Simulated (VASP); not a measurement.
**Molecular dynamics, with input and output: SiO2 (part 6 of 6)**

Continued. System: SiO2 (disordered cell, 24 atoms in the cell). Method: Kohn-Sham DFT of a periodic cell, PBE, VASP PAW PBE potentials, recommended, no spin polarisation (VASP 6.6.1); cutoff 520 eV, 1×1×1 k-mesh, fermi-dirac of 0.1293 eV. It belongs to a series of runs on one base structure; here: Langevin dynamics at 1500 K from the last frame before.

Geometry of the input (Å; fractional positions):
```
7.3166  0.0184  -0.3035
0.0184  7.3674  -0.1003
-0.3035  -0.1003  6.9127
Si 0.3836  0.3404  0.9845
Si 0.9520  0.1657  0.7291
Si 0.3497  0.0968  0.6197
Si 0.4958  0.6466  0.6779
Si 0.8493  0.7963  0.8055
Si 0.0836  0.7569  0.4653
Si 0.5991  0.3572  0.4072
Si 0.0565  0.6143  0.0294
O  0.4583  0.8722  0.6623
O  0.1578  0.9859  0.5623
O  0.0728  0.7680  0.8860
O  0.1931  0.4491  0.0779
O  0.5131  0.4503  0.1835
O  0.4548  0.2308  0.4749
O  0.2049  0.5720  0.5231
O  0.5812  0.5627  0.4989
O  0.8328  0.3207  0.6326
O  0.1720  0.2357  0.8396
O  0.8381  0.0405  0.8542
O  0.8894  0.8027  0.5570
O  0.0449  0.7579  0.2289
O  0.3879  0.5486  0.8392
O  0.4723  0.1312  0.8569
O  0.7144  0.6368  0.8401
```

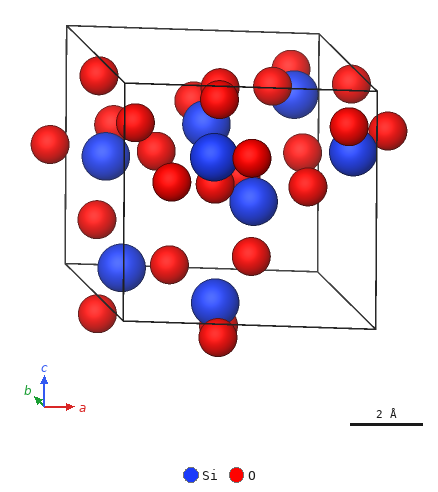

**Figure 1.** The geometry at step 39 of the log (spheres-only view of the cell of the calculation, seen slightly off an axis; bonded neighbours outside the cell are drawn too).

## Trajectory as extended XYZ, continued
```
24
Lattice="7.3166 0.0184 -0.3035 0.0184 7.3674 -0.1003 -0.3035 -0.1003 6.9127" Properties=species:S:1:pos:R:3:forces:R:3 step=39 energy=-176.78647 temperature=1689.7
Si    3.2710    2.6401   -0.1268   -1.5668  -3.4265   5.3302
Si    6.7852    1.5062    4.4723   -0.2141  -1.4896   1.4771
Si    2.5387    0.5405    4.5915    3.8221   0.0588   1.6073
Si    3.2624    4.6585    4.5573    4.6316   1.6547   0.4140
Si    6.0623    5.9210    5.0845   -0.7655  -2.9181   0.1528
Si    0.6735    5.8027    3.3688    0.5780   0.1945  -1.5093
Si    4.2055    2.4757    2.8276   -0.1175   1.0582   2.0999
Si    1.0267    4.7455    0.3949    0.9988  -1.0758   0.7828
O     3.2803    6.3825    4.8176    1.1479   0.1733  -0.7327
O     1.2141   -0.0029    4.0115   -5.3118  -2.3576  -2.4429
O     0.1808    5.0420    5.8874    1.1719   0.9068   0.4468
O     2.1209    3.5750    0.7532   -2.5386   1.0092  -0.0998
O     4.1591    2.2558    1.2938   -0.2616  -0.0467  -4.3429
O     2.8974    1.7630    3.5135    0.7577  -1.7347   0.8888
O     1.8622    4.7219    3.7684   -3.6736   0.3870  -1.3417
O     4.1907    4.0426    3.2581   -0.7732  -0.0104   0.6745
O     5.5882    1.7870    3.4086    1.2183  -0.5918   0.7004
O     0.6684    2.4325    5.1503   -1.7270  -1.0215  -0.1966
O     6.3018    0.1408    5.5381    0.2512   2.2684  -1.2426
O     6.3852    5.9161    3.4000    0.9984  -0.5164   0.8515
O     0.4753    5.6924    1.5669    1.0545  -0.2567   2.1109
O     3.3564    3.6266    5.8577   -1.4244   2.1719  -4.1325
O     2.7375    1.0637    6.1308   -0.0993   0.7452   0.4443
O     5.1211    4.6517    5.6388    1.8337   4.8153  -1.9312
```

## Results in brief

```json
{"quantity": "outcome", "value": "finished"}
{"quantity": "mean temperature over the second half", "value": "1916 K"}
{"quantity": "trajectory", "value": "40 frames kept"}
{"quantity": "electrons treated", "value": "128"}
{"quantity": "potential energy (free energy of the electrons) (last step)", "value": "−176.7865 eV"}
{"quantity": "Fermi energy of the self-consistent step (last step)", "value": "2.384 eV"}
{"quantity": "pressure (without the kinetic term) (last step)", "value": "−1.30 GPa"}
{"quantity": "final volume (last step)", "value": "371.87 Å³"}
{"quantity": "largest force (length of the vector) (last step)", "value": "6.527 eV/Å"}
{"quantity": "wall time", "value": "18 min"}
{"quantity": "peak memory", "value": "0.43 GiB"}
```

## Notes

The k-point mesh is coarse for a cell of this size, so the results may not be converged.
